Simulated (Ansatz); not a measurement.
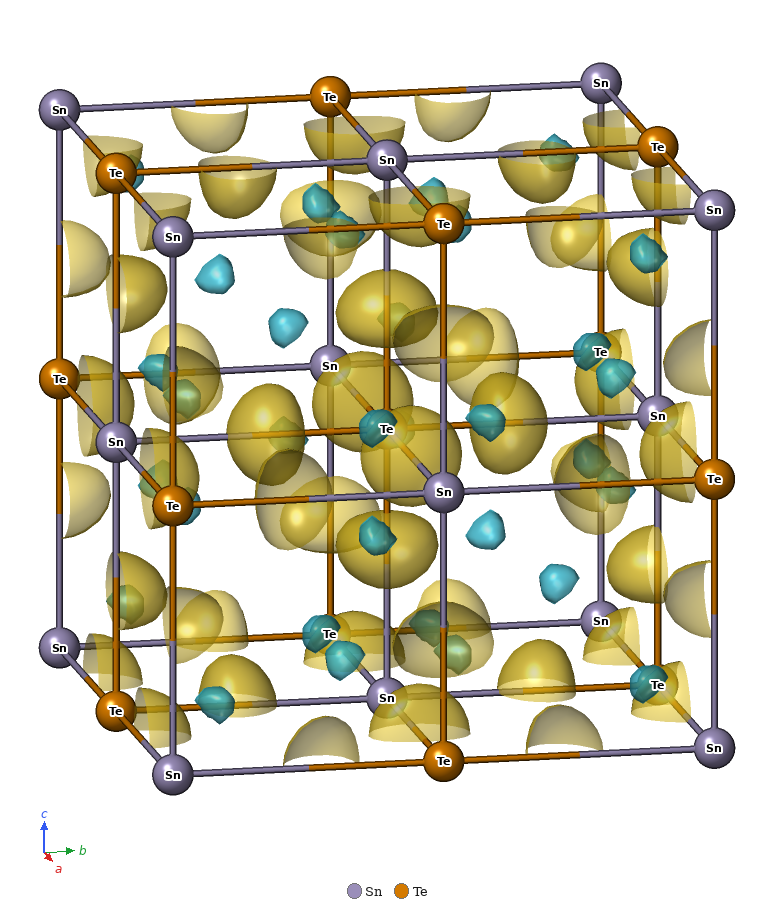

Figure 1: SnTe. Bonding charge density, ρ(crystal) − Σ ρ(neutral atoms): yellow surfaces at +0.02 and cyan ones at −0.02 e/Å³, in the conventional cell seen slightly off an axis (the regions close to the nuclei are left out). Cores are masked to 0.9 Å (Sn) and 0.9 Å (Te).

Space group Fm-3m; the calculation finds a residual pressure of about 2 GPa at this fixed cell. No gap opens at this level; semilocal functionals can close small gaps.

The calculation used DFT PBE, scalar-relativistic, plane waves, PAW in Ansatz.

In a PAW calculation such maps are meaningful between the atoms, not at the nuclei.

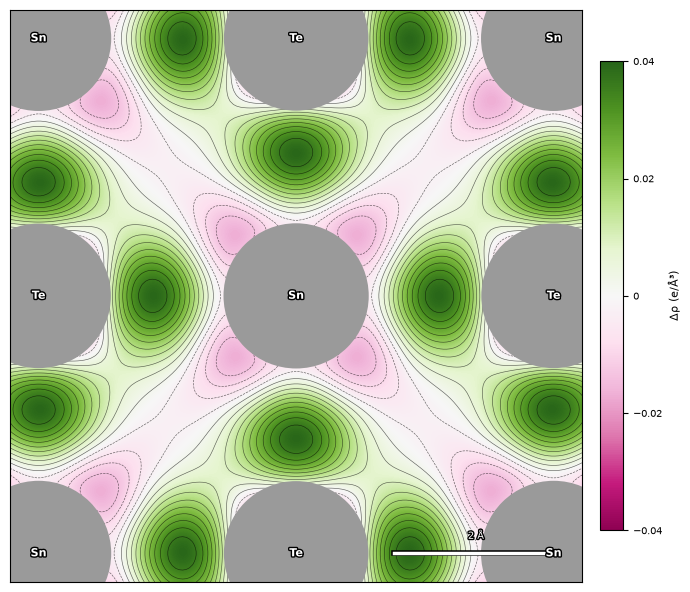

Second picture: a map on the (100) plane of the conventional cell, with grey discs over the atomic cores.

Q: Read the map: where is density gained and where lost?

A: Sn–Te (3.15 Å): Δρ is +0.04 e/Å³ at the midpoint.
- Over the whole cell, outside the masked cores, the largest gain, 0.04 e/Å³, lies 1.3 Å from a tellurium nucleus and 1.8 Å from a tin one, and the largest loss, 0.02 e/Å³, lies 1.1 Å from a tin nucleus.
- In all about 0.13 e an atom is rearranged against the free atoms.
- Bader charges: Sn +0.64 and Te −0.64 e.

Run time: 16 s on 1 thread of Arm Neoverse N1 (shared host), peak memory 0.34 GiB.
